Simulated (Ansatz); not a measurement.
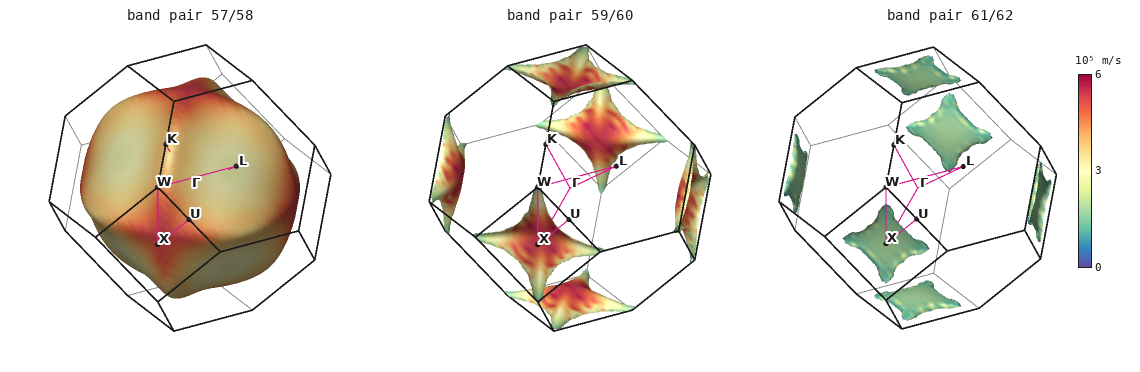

Fermi surface of AlNi₃ in space group Fm-3m, coloured by the Fermi speed.

The calculation used Ansatz, DFT PBEsol, spin-orbit coupling, plane waves, PAW; levels and slopes on a dense k mesh at the converged density. Non-magnetic. With an inversion centre and no moment every band is doubly degenerate; a pair is shown and named once. k mesh for the levels: 28×28×28. Unrelaxed database geometry. The cell comes from a database of computed structures, not from a measurement.

**How fast are the electrons on each sheet?**

Band pair 57/58: 2.9 to 5.2 × 10⁵ m/s over most of the sheet, 3.8 × 10⁵ m/s on average over states. Band pair 59/60: 1.8 to 5.5 × 10⁵ m/s over most of the sheet, 3.4 × 10⁵ m/s on average over states. Band pair 61/62: 0.97 to 2.7 × 10⁵ m/s over most of the sheet, 1.9 × 10⁵ m/s on average over states.

**Which of these bands adds most to the density of states at the Fermi level?**

Band pair 57/58, with 1.5 of 2.8 states/eV per cell.
